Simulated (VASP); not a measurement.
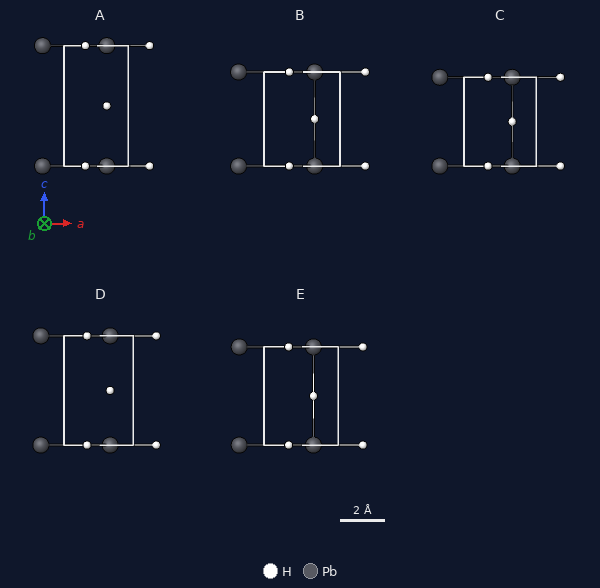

5 geometries from one relaxation of a crystal of H$_{2}$Pb (a generated structure, set up in P-6m2), in shuffled order. The picture is a ball-and-stick view of the cell of the calculation, seen along the b axis.

The run lets cell and atoms move.

These are results of Kohn-Sham DFT of a periodic cell, TPSS, VASP PAW PBE potentials, recommended (VASP 6.6.1), not measurements. Settings: plane-wave cutoff 600 eV; k-point mesh 9 × 9 × 5; occupations gaussian; smearing width 0.05 eV; no spin polarisation.

**Put them in the order of the run, from the start to the converged end.**

A, D, E, B, C. They are steps 0, 1, 2, 5, 16, at +1.565 eV per cell of the calculation, +0.575 eV per cell of the calculation, +0.153 eV per cell of the calculation, +0.104 eV per cell of the calculation relative to the last. The atoms keep their places relative to the cell (all moves are under 0.005 Å). The drawn cell changes as follows: a = b 3.427 → 3.858 Å (+12.6 %), c 5.557 → 4.100 Å (−26.2 %); the volume changes by −6.5 %. Some distances before and after: H–Pb 2.779 → 2.050 Å, H–Pb 1.979 → 2.227 Å. New bonds form: H–Pb (2.78 → 2.05 Å). The space group stays P-6m2 (No. 187). After 16 geometry steps the energy has fallen by 1.565 eV per cell of the calculation. All forces vanish by symmetry, so only the cell relaxes. The pressure goes from 3.67 to 0.00 GPa.
